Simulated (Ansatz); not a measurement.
Geometry relaxation of Mg2O3 (part 1 of 2)

System: Mg2O3 (R-3c, 10 atoms in the cell).
Method: DFT PBE, scalar-relativistic, plane waves, PAW, spin-polarised (Ansatz 0.2.0).

The structure was made by swapping elements on the sites of another compound; it need not be a known phase. It belongs to a series of runs on one base structure; here: corundum type (R-3c, No. 167). Figures and captions count atoms from 1; the log counts them from 0 in places.

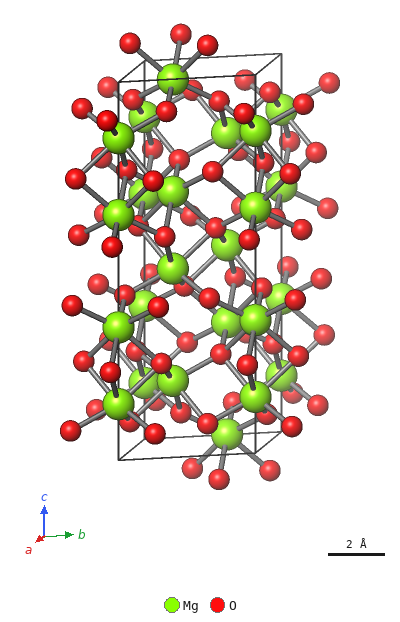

**Figure 1.** The structure as given in the input (ball-and-stick view of the cell 3 times as large as that of the calculation, set on its symmetry axes, seen slightly off an axis; bonded neighbours outside the cell are drawn too).

### Input
```yaml
crystal:
  lattice:
    - [2.6434242188, 1.5261816843, 4.6324544264]
    - [-2.6434242188, 1.5261816843, 4.6324544264]
    - [0.0, -3.0523633687, 4.6324544264]
  atoms:
    - { symbol: Mg, position: [0.3515930266, 0.3515930266, 0.3515930266] }
    - { symbol: Mg, position: [0.1484069734, 0.1484069734, 0.1484069734] }
    - { symbol: Mg, position: [0.6484069734, 0.6484069734, 0.6484069734] }
    - { symbol: Mg, position: [0.8515930266, 0.8515930266, 0.8515930266] }
    - { symbol: O, position: [0.5626414783, 0.9373585217, 0.25], spin: 0.66 }
    - { symbol: O, position: [0.25, 0.5626414783, 0.9373585217], spin: 0.66 }
    - { symbol: O, position: [0.9373585217, 0.25, 0.5626414783], spin: 0.66 }
    - { symbol: O, position: [0.4373585217, 0.0626414783, 0.75], spin: 0.66 }
    - { symbol: O, position: [0.75, 0.4373585217, 0.0626414783], spin: 0.66 }
    - { symbol: O, position: [0.0626414783, 0.75, 0.4373585217], spin: 0.66 }
basis:
  ecutwfc: 420
kpoints:
  mp_grid: { grid: [12, 12, 12] }
hamiltonian:
  xc: pbe
scf:
  occupations: { method: gaussian, width: 0.1 }
output:
  forces: true
  stress: true
  eigenvalues: true
  populations: true
  write_density: true
  write_potential: true
  elf: true
  volumetric_format: npy
magnetization:
  spin_polarized: true
relax:
  adjacent_minimum: "off"
  f_tol: 0.01
  max_steps: 80
  cell: { stress_tol: 0.05 }
```

Hardware: 1 thread of Intel Xeon @ 2.90GHz (Ice Lake), 192 GiB of memory available, shared host.

Command:
```bash
ansatz run input.yaml --threads 1 --pin off --max-ram 2560MiB --backend cpu --events-out ev --progress --plain --runs-dir out
```

### Log
```
Engine: ansatz 0.2.0, x86_64-unknown-linux-gnu
Pseudopotentials: kind: paw
Pseudopotential: Mg, paw, valence charge 10, recommended cutoff 420 eV (normal), Mg.paw.azcp
Pseudopotential: O, paw, valence charge 6, recommended cutoff 420 eV (normal), O.paw.azcp
Functional definition: PBE
  parameter kappa = 0.804
  parameter beta = 0.06672455060314922
  exchange = pbe_x(kappa = kappa, mu = beta*pi^2/3)
  correlation = pbe_c(beta = beta)
Crystal: 10 atoms, lattice volume = 112.134 Å³
Basis set: ecut = 420 eV, 2199 PW (Γ), exchange–correlation on 80×80×80 points (8 copies of the dense FFT grid, shifted against one another)
Bands: 50, of which v1, the nominal top of the filled ones, is band 38 counted from 1 (37 counted from 0)
Symmetry: 12 space group operations
Space group: R-3c (ITA 167), of the structure as read, at distance tolerance 4.8e-5 Å
Magnetic group: BNS 167.103 (UNI 1333), of the structure as read, at distance tolerance 4.8e-5 Å
k-points: 189 of 1728
Non-local potential: Mg, projectors of the file, l = 0: 3, l = 1: 2, l = 2: 1
Non-local potential: O, projectors of the file, l = 0: 2, l = 1: 2, l = 2: 1
PAW form: soft (Blöchl's): semilocal exchange-correlation on the pseudo side does not see the compensation charge
PAW one-centre angular grid: Mg, 110 points (default); XC on 64 Gauss nodes
PAW one-centre angular grid: O, 110 points (default); XC on 64 Gauss nodes
Initial density: superposition of atomic densities (chi_scale 0.1, normalization cell, long waves kept (reshape's long-wave potential 0.01 eV rms))
Starting moments: Σ|m| = 3.96 μB on 6 of 10 sites
Initial wavefunctions: pseudopotential atomic-orbital guess
Functional: x = pbe(κ = 0.804, μ = 0.2195149727645171), c = pbe(β = 0.06672455060314922)
SCF iter   1: F=—  HF=-11102.766416 eV  |F-HF|=—  |Δ(HF+E_count)|=         —  Δρ=5.54e-2 (↑3.48e-2 ↓5.54e-2)  dr2=4.43e0  dr2_m=4.95e-1  M=3.998 μB ∫|m|=4.084 μB  β_m=1.00  ethr=3.10e-3  ⟨swp⟩=7.4  Hψ=83034  notcnv=0  defer=200
preconditioner: auto → Kerker (q_TF=auto, 2.557 Å⁻¹)  [metal: Δε(μ)=0.004 eV  Ē_g=14.804 eV  σ=0.100 eV  W_gap=0.02  n_scr=26 (ndim 8)  ℏωp=23.3 eV  f_vac=0.000  D(μ)=4.75/eV (n_scr^D=46)]
spin=Collinear: Kerker preconditioning applied to the charge; magnetization (m = ρ↑ − ρ↓) channel mixes plain (no charge-response kernel on spin).
SCF iter   2: F=—  HF=-11102.414040 eV  |F-HF|=—  |Δ(HF+E_count)|=   3.52e-1  Δρ=3.52e-2 (↑2.82e-2 ↓3.52e-2)  dr2=2.84e0  dr2_m=3.84e-2  M=4.000 μB ∫|m|=4.138 μB  β_m=1.00  ethr=3.10e-3  ⟨swp⟩=2.5  Hψ=28830  notcnv=0  defer=1752
SCF iter   3: F=—  HF=-11101.724201 eV  |F-HF|=—  |Δ(HF+E_count)|=   6.90e-1  Δρ=9.56e-3 (↑9.56e-3 ↓8.77e-3)  dr2=3.09e-1  dr2_m=1.10e-3  M=4.000 μB ∫|m|=4.143 μB  β_m=1.00  ethr=3.10e-3  ⟨swp⟩=3.1  Hψ=35329  notcnv=0  defer=1758
SCF iter   4: F=—  HF=-11101.714920 eV  |F-HF|=—  |Δ(HF+E_count)|=   9.28e-3  Δρ=5.86e-3 (↑5.86e-3 ↓5.32e-3)  dr2=1.71e-1  dr2_m=4.67e-4  M=4.000 μB ∫|m|=4.145 μB  β_m=1.00  ethr=4.06e-4  ⟨swp⟩=2.4  Hψ=27374  notcnv=0  defer=1806
SCF iter   5: F=—  HF=-11101.697484 eV  |F-HF|=—  |Δ(HF+E_count)|=   1.74e-2  Δρ=4.49e-3 (↑3.65e-3 ↓4.49e-3)  dr2=3.39e-2  dr2_m=5.37e-4  M=4.000 μB ∫|m|=4.141 μB  β_m=1.00  ethr=2.25e-4  ⟨swp⟩=2.1  Hψ=34260  notcnv=0  defer=1804
SCF iter   6: F=—  HF=-11101.723173 eV  |F-HF|=—  |Δ(HF+E_count)|=   2.57e-2  Δρ=1.46e-3 (↑1.15e-3 ↓1.46e-3)  dr2=3.78e-3  dr2_m=1.39e-4  M=4.000 μB ∫|m|=4.140 μB  β_m=0.30  ethr=4.46e-5  ⟨swp⟩=2.2  Hψ=27030  notcnv=0  defer=1801
Mixer restart at iter 6: flushing history
spin-set hold released at iteration 6 (site moments contracting): the magnetisation degrees of freedom join the quasi-Newton model from the next iteration; the mixer history was flushed
SCF iter   7: F=—  HF=-11101.730313 eV  |F-HF|=—  |Δ(HF+E_count)|=   7.14e-3  Δρ=1.22e-3 (↑8.35e-4 ↓1.22e-3)  dr2=2.69e-3  dr2_m=1.48e-4  M=4.000 μB ∫|m|=4.140 μB  β_m=0.65  ethr=4.97e-6  ⟨swp⟩=1.1  Hψ=17650  notcnv=0  defer=1801
SCF iter   8: F=—  HF=-11101.739161 eV  |F-HF|=—  |Δ(HF+E_count)|=   8.85e-3  Δρ=4.83e-4 (↑2.47e-4 ↓4.83e-4)  dr2=6.37e-4  dr2_m=5.94e-5  M=4.000 μB ∫|m|=4.141 μB  β_m=0.82  ethr=3.55e-6  ⟨swp⟩=2.0  Hψ=31554  notcnv=0  defer=1801
SCF iter   9: F=—  HF=-11101.739427 eV  |F-HF|=—  |Δ(HF+E_count)|=   2.66e-4  Δρ=1.38e-4 (↑1.06e-4 ↓1.38e-4)  dr2=1.16e-4  dr2_m=2.06e-6  M=4.000 μB ∫|m|=4.141 μB  β_m=0.91  ethr=8.38e-7  ⟨swp⟩=2.0  Hψ=23806  notcnv=0  defer=1801
SCF iter  10: F=—  HF=-11101.739464 eV  |F-HF|=—  |Δ(HF+E_count)|=   3.72e-5  Δρ=8.60e-5 (↑4.09e-5 ↓8.60e-5)  dr2=1.61e-5  dr2_m=1.97e-6  M=4.000 μB ∫|m|=4.141 μB  β_m=0.96  ethr=1.53e-7  ⟨swp⟩=2.1  Hψ=22183  notcnv=0  defer=1801
SCF iter  11: F=—  HF=-11101.739469 eV  |F-HF|=—  |Δ(HF+E_count)|=   4.98e-6  Δρ=2.69e-5 (↑2.30e-5 ↓2.69e-5)  dr2=1.43e-6  dr2_m=8.35e-8  M=4.000 μB ∫|m|=4.141 μB  β_m=0.85  ethr=2.12e-8  ⟨swp⟩=2.0  Hψ=26664  notcnv=0  defer=1808
SCF iter  12: F=—  HF=-11101.739469 eV  |F-HF|=—  |Δ(HF+E_count)|=   6.17e-8  Δρ=6.27e-6 (↑5.86e-6 ↓6.27e-6)  dr2=1.13e-7  dr2_m=5.83e-9  M=4.000 μB ∫|m|=4.141 μB  β_m=0.93  ethr=1.88e-9  ⟨swp⟩=2.1  Hψ=30132  notcnv=0  defer=1811
iter 13 did not close the SCF: its close was put off until two iterations running show no level that it waits for move by more than its bar (scf_convergence_deferred on its scf_iter line)
SCF iter  13: F=-11101.739469 eV  HF=-11101.739469 eV  |F-HF|=7.48e-9  |Δ(HF+E_count)|=   1.13e-7  Δρ=1.84e-6 (↑1.36e-6 ↓1.84e-6)  dr2=6.38e-9  dr2_m=4.44e-10  M=4.000 μB ∫|m|=4.141 μB  β_m=0.96  ethr=1.32e-10  ⟨swp⟩=14.4  Hψ=128069  notcnv=0
iter 14 did not close the SCF: its close was put off until two iterations running show no level that it waits for move by more than its bar (scf_convergence_deferred on its scf_iter line)
SCF iter  14: F=-11101.739469 eV  HF=-11101.739469 eV  |F-HF|=5.06e-10  |Δ(HF+E_count)|=   9.07e-9  Δρ=5.78e-7 (↑3.00e-7 ↓5.78e-7)  dr2=4.64e-10  dr2_m=6.15e-11  M=4.000 μB ∫|m|=4.141 μB  β_m=0.98  ethr=8.39e-12  ⟨swp⟩=4.4  Hψ=93172  notcnv=0
SCF iter  15: F=-11101.739469 eV  HF=-11101.739469 eV  |F-HF|=2.00e-11  |Δ(HF+E_count)|=  6.55e-10  Δρ=8.96e-8 (↑6.69e-8 ↓8.96e-8)  dr2=1.67e-11  dr2_m=1.69e-12  M=4.000 μB ∫|m|=4.141 μB  ethr=1.00e-12  ⟨swp⟩=4.0  Hψ=80315  notcnv=0
SCF 1 converged in 15 iterations: F = -11101.739469 eV  dr2 = 1.67e-11
  greatest PAW one-centre occupation: 1.000 electrons in one spin orbital (limit 2), on the Mg atom at site 3 (counted from 0), in its partial waves of l = 0
relax step   1: F+E_penalty+E_count = -11101.73946924 eV  Δ(F+E_penalty+E_count) = +0.000e0 eV  max|allowed force component| = 9.329e-3 eV/Å  Δτ_max = 0.0000 Å  P = -0.045 GPa  Ω = 112.134 Å³  (15 SCF iters, accepted)
Crystal: 10 atoms, lattice volume = 112.122 Å³
Initial density: handed on by an earlier stage of this run
Starting moments: Σ|m| = 3.96 μB on 6 of 10 sites; this step starts from the density that it was given
Initial wavefunctions: those handed on with the density
iter 1 solved again at ethr=2.22e-8 eV; its pass at ethr=3.10e-3 eV (dr2=1.69e-5 eV) is discarded
SCF iter   1: F=—  HF=-11101.739583 eV  |F-HF|=—  |Δ(HF+E_count)|=         —  Δρ=1.79e-4 (↑7.25e-5 ↓1.79e-4)  dr2=1.57e-5  dr2_m=8.22e-6  M=4.000 μB ∫|m|=4.140 μB  β_m=0.30  ethr=2.22e-8  ⟨swp⟩=2.2  Hψ=75684  notcnv=0
preconditioner: auto → Kerker (q_TF=auto, 2.557 Å⁻¹)  [metal: Δε(μ)=0.001 eV  Ē_g=15.159 eV  σ=0.100 eV  W_gap=0.01  n_scr=26 (ndim 8)  ℏωp=23.3 eV  f_vac=0.022  D(μ)=4.05/eV (n_scr^D=26)]
spin=Collinear: Kerker preconditioning applied to the charge; magnetization (m = ρ↑ − ρ↓) channel mixes plain (no charge-response kernel on spin).
SCF iter   2: F=—  HF=-11101.739586 eV  |F-HF|=—  |Δ(HF+E_count)|=   2.88e-6  Δρ=1.38e-4 (↑5.40e-5 ↓1.38e-4)  dr2=9.37e-6  dr2_m=4.98e-6  M=4.000 μB ∫|m|=4.141 μB  β_m=0.65  ethr=2.07e-8  ⟨swp⟩=1.0  Hψ=18900  notcnv=0
SCF iter   3: F=—  HF=-11101.739591 eV  |F-HF|=—  |Δ(HF+E_count)|=   4.74e-6  Δρ=1.54e-5 (↑6.87e-6 ↓1.54e-5)  dr2=2.21e-7  dr2_m=6.21e-8  M=4.000 μB ∫|m|=4.141 μB  β_m=0.78  ethr=1.23e-8  ⟨swp⟩=2.0  Hψ=31774  notcnv=0
SCF iter   4: F=—  HF=-11101.739591 eV  |F-HF|=—  |Δ(HF+E_count)|=   6.17e-8  Δρ=4.40e-6 (↑3.60e-6 ↓4.40e-6)  dr2=4.72e-8  dr2_m=3.60e-9  M=4.000 μB ∫|m|=4.141 μB  β_m=0.85  ethr=2.91e-10  ⟨swp⟩=2.0  Hψ=25706  notcnv=0
SCF iter   5: F=-11101.739591 eV  HF=-11101.739591 eV  |F-HF|=8.19e-11  |Δ(HF+E_count)|=   2.93e-9  Δρ=1.24e-6 (↑9.29e-7 ↓1.24e-6)  dr2=5.85e-9  dr2_m=1.94e-10  M=4.000 μB ∫|m|=4.141 μB  ethr=2.10e-11  ⟨swp⟩=7.1  Hψ=90629  notcnv=0
SCF 2 converged in 5 iterations: F = -11101.739591 eV  dr2 = 5.85e-9
relax step   2: F+E_penalty+E_count = -11101.73959106 eV  Δ(F+E_penalty+E_count) = -1.218e-4 eV  max|allowed force component| = 4.403e-3 eV/Å  Δτ_max = 0.0008 Å  P = -0.027 GPa  Ω = 112.122 Å³  energy of the carried Pulay correction = +6.076e-5 eV  (5 SCF iters, dr2 threshold 1.60e-8 eV, accepted)
Crystal: 10 atoms, lattice volume = 112.107 Å³
iter 1 solved again at ethr=6.05e-8 eV; its pass at ethr=3.10e-3 eV (dr2=4.60e-5 eV) is discarded
SCF iter   1: F=—  HF=-11101.739704 eV  |F-HF|=—  |Δ(HF+E_count)|=         —  Δρ=2.88e-4 (↑1.07e-4 ↓2.88e-4)  dr2=3.85e-5  dr2_m=2.18e-5  M=4.000 μB ∫|m|=4.140 μB  β_m=0.30  ethr=6.05e-8  ⟨swp⟩=2.3  Hψ=75797  notcnv=0
preconditioner: auto → Kerker (q_TF=auto, 2.557 Å⁻¹)  [metal: Δε(μ)=0.003 eV  Ē_g=15.164 eV  σ=0.100 eV  W_gap=0.02  n_scr=26 (ndim 8)  ℏωp=23.3 eV  f_vac=0.022  D(μ)=4.04/eV (n_scr^D=26)]
spin=Collinear: Kerker preconditioning applied to the charge; magnetization (m = ρ↑ − ρ↓) channel mixes plain (no charge-response kernel on spin).
SCF iter   2: F=—  HF=-11101.739716 eV  |F-HF|=—  |Δ(HF+E_count)|=   1.12e-5  Δρ=2.29e-4 (↑7.97e-5 ↓2.29e-4)  dr2=2.40e-5  dr2_m=1.40e-5  M=4.000 μB ∫|m|=4.140 μB  β_m=0.59  ethr=5.07e-8  ⟨swp⟩=1.0  Hψ=18900  notcnv=0
SCF iter   3: F=—  HF=-11101.739726 eV  |F-HF|=—  |Δ(HF+E_count)|=   1.02e-5  Δρ=3.62e-5 (↑1.10e-5 ↓3.62e-5)  dr2=9.78e-7  dr2_m=3.76e-7  M=4.000 μB ∫|m|=4.140 μB  β_m=0.74  ethr=3.15e-8  ⟨swp⟩=2.0  Hψ=29096  notcnv=0
SCF iter   4: F=—  HF=-11101.739726 eV  |F-HF|=—  |Δ(HF+E_count)|=   2.74e-7  Δρ=7.13e-6 (↑6.50e-6 ↓7.13e-6)  dr2=1.40e-7  dr2_m=7.06e-9  M=4.000 μB ∫|m|=4.140 μB  β_m=0.83  ethr=1.29e-9  ⟨swp⟩=2.1  Hψ=26604  notcnv=0
SCF iter   5: F=—  HF=-11101.739726 eV  |F-HF|=—  |Δ(HF+E_count)|=   2.54e-8  Δρ=2.27e-6 (↑1.68e-6 ↓2.27e-6)  dr2=1.95e-8  dr2_m=6.60e-10  M=4.000 μB ∫|m|=4.140 μB  β_m=0.92  ethr=1.84e-10  ⟨swp⟩=2.6  Hψ=26737  notcnv=0
SCF iter   6: F=-11101.739726 eV  HF=-11101.739726 eV  |F-HF|=8.37e-11  |Δ(HF+E_count)|=   3.00e-9  Δρ=1.12e-6 (↑6.19e-7 ↓1.12e-6)  dr2=3.23e-9  dr2_m=2.87e-10  M=4.000 μB ∫|m|=4.140 μB  ethr=8.66e-12  ⟨swp⟩=6.4  Hψ=87577  notcnv=0
SCF 3 converged in 6 iterations: F = -11101.739726 eV  dr2 = 3.23e-9
relax step   3: F+E_penalty+E_count = -11101.73972623 eV  Δ(F+E_penalty+E_count) = -1.352e-4 eV  max|allowed force component| = 2.967e-3 eV/Å  Δτ_max = 0.0011 Å  P = +0.005 GPa  Ω = 112.107 Å³  energy of the carried Pulay correction = +1.608e-4 eV  (6 SCF iters, dr2 threshold 6.58e-9 eV, accepted)
Initial wavefunctions: pseudopotential atomic-orbital guess (no wavefunctions were taken with the density)
iter 1 solved again at ethr=1.62e-8 eV; its pass at ethr=3.10e-3 eV (dr2=1.23e-5 eV) is discarded
SCF iter   1: F=—  HF=-11101.739589 eV  |F-HF|=—  |Δ(HF+E_count)|=         —  Δρ=1.86e-5 (↑1.86e-5 ↓9.48e-6)  dr2=3.46e-8  dr2_m=2.36e-8  M=4.000 μB ∫|m|=4.140 μB  β_m=0.30  ethr=1.62e-8  ⟨swp⟩=3.2  Hψ=133943  notcnv=0
spin=Collinear: Kerker preconditioning applied to the charge; magnetization (m = ρ↑ − ρ↓) channel mixes plain (no charge-response kernel on spin).
SCF iter   2: F=—  HF=-11101.739596 eV  |F-HF|=—  |Δ(HF+E_count)|=   6.32e-6  Δρ=1.32e-5 (↑1.32e-5 ↓6.64e-6)  dr2=1.74e-8  dr2_m=1.20e-8  M=4.000 μB ∫|m|=4.140 μB  β_m=0.65  ethr=4.56e-11  ⟨swp⟩=2.0  Hψ=32745  notcnv=0
SCF iter   3: F=—  HF=-11101.739602 eV  |F-HF|=—  |Δ(HF+E_count)|=   6.52e-6  Δρ=1.19e-6 (↑5.38e-7 ↓1.19e-6)  dr2=1.44e-9  dr2_m=4.17e-10  M=4.000 μB ∫|m|=4.140 μB  β_m=0.82  ethr=2.29e-11  ⟨swp⟩=2.0  Hψ=27291  notcnv=0
SCF iter   4: F=—  HF=-11101.739602 eV  |F-HF|=—  |Δ(HF+E_count)|=   4.19e-9  Δρ=5.97e-7 (↑2.42e-7 ↓5.97e-7)  dr2=4.91e-10  dr2_m=9.60e-11  M=4.000 μB ∫|m|=4.140 μB  β_m=0.91  ethr=1.89e-12  ⟨swp⟩=2.0  Hψ=26047  notcnv=0
SCF iter   5: F=-11101.739602 eV  HF=-11101.739602 eV  |F-HF|=5.46e-12  |Δ(HF+E_count)|=  1.75e-10  Δρ=1.51e-7 (↑1.20e-7 ↓1.51e-7)  dr2=6.02e-11  dr2_m=4.26e-12  M=4.000 μB ∫|m|=4.140 μB  ethr=1.00e-12  ⟨swp⟩=5.1  Hψ=86569  notcnv=0
SCF 4 converged in 5 iterations: F = -11101.739602 eV  dr2 = 6.02e-11
relax step   4: F+E_penalty+E_count = -11101.73960215 eV  Δ(F+E_penalty+E_count) = +1.241e-4 eV  max|allowed force component| = 2.952e-3 eV/Å  Δτ_max = 0.0000 Å  P = +0.002 GPa  Ω = 112.107 Å³  stress off target by 3.09e-3 GPa  SCF on the basis re-selected at this cell (its energy is not comparable with the rows above)  (5 SCF iters)
```

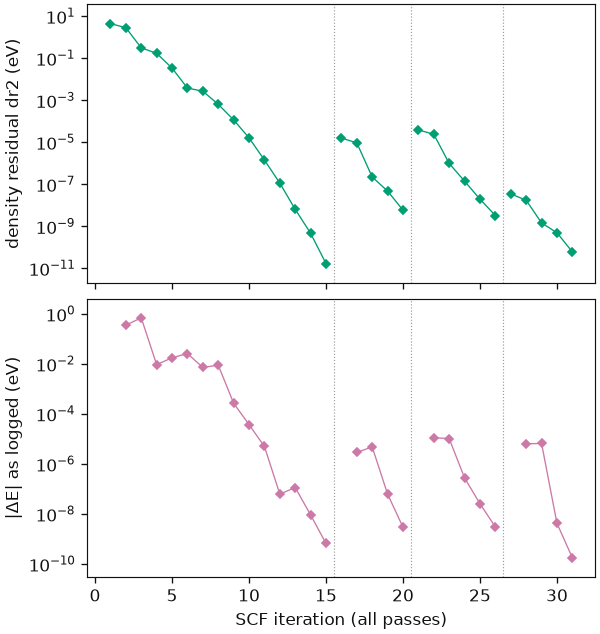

**Figure 2.** Convergence of the self-consistent field: density residual dr2 and size of the energy change against the SCF iteration. The dotted lines part the SCF passes of the relaxation: geometry steps, rejected trials and re-solves on a re-selected basis. The passes take 15, 5, 6 and 5 iterations.

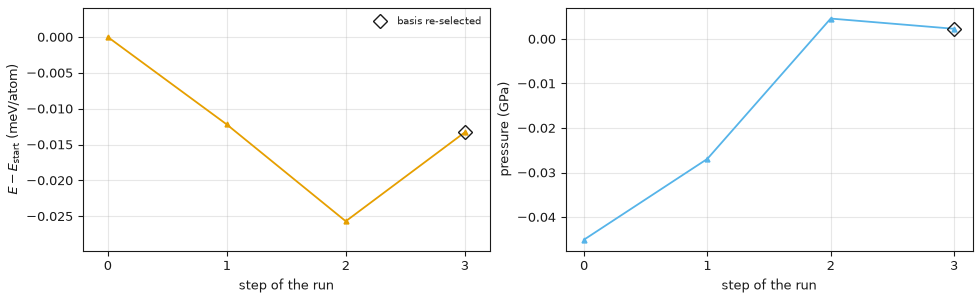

**Figure 3.** Progress of the relaxation, step by step (the first geometry is step 0 here and step 1 in the log). After 2 geometry steps the energy has fallen by next to nothing (0.0 meV per atom). Largest force component: 0.0093 eV/Å at the start, 0.003 eV/Å at the end. The pressure goes from −0.05 to 0.00 GPa. No atom moves by more than 0.005 Å relative to the cell. The space group stays R-3c (No. 167). A last SCF at the same geometry on a re-selected plane-wave basis shifts the energy by +0.0 meV per atom.

```
basis re-selected at this cell: Δ(F+E_penalty+E_count) = +1.241e-4 eV, ΔP = -0.002 GPa vs the last step (what re-selecting the basis moved, of the pressure what is left beyond the Pulay correction that the steps carried, after the strain that the cell walked since its last selection, with what the two solves' SCF thresholds leave and, on support functions, any second-order correction that the steps lacked; it is no measure of the basis error at this ecutwfc). This SCF's stress stands 3.09e-3 GPa from its target on what of the cell is left free (relax.cell.stress_tol is 5.00e-2 GPa) and its largest allowed force component is 2.95e-3 eV/Å (relax.f_tol is 1.00e-2 eV/Å): within both
SCF converged after 5 iterations
Magnetization: 4.0000 μB (40.0000 up, 36.0000 down)
Absolute magnetization: 4.1410 μB (∫|ρ↑−ρ↓|, with the PAW one-centre terms)
Spin contamination: 0.0163 ħ² per cell (⟨S²⟩ above its minimum at these occupations)
Per-site moments (μB) at R_I (Å): [(-0.0016280252884628016, 0.8378692640568299), (-0.0016280252884629074, 0.8378692640568297), (-0.0016280252884629573, 0.8378692640568294), (-0.0016280252884628356, 0.8378692640568299), (0.5967878277530995, 0.8378692640568297), (0.596787827753099, 0.8378692640568297), (0.5967878277530988, 0.8378692640568294), (0.5967878277530996, 0.8378692640568299), (0.596787827753099, 0.8378692640568297), (0.596787827753099, 0.8378692640568299)]
```
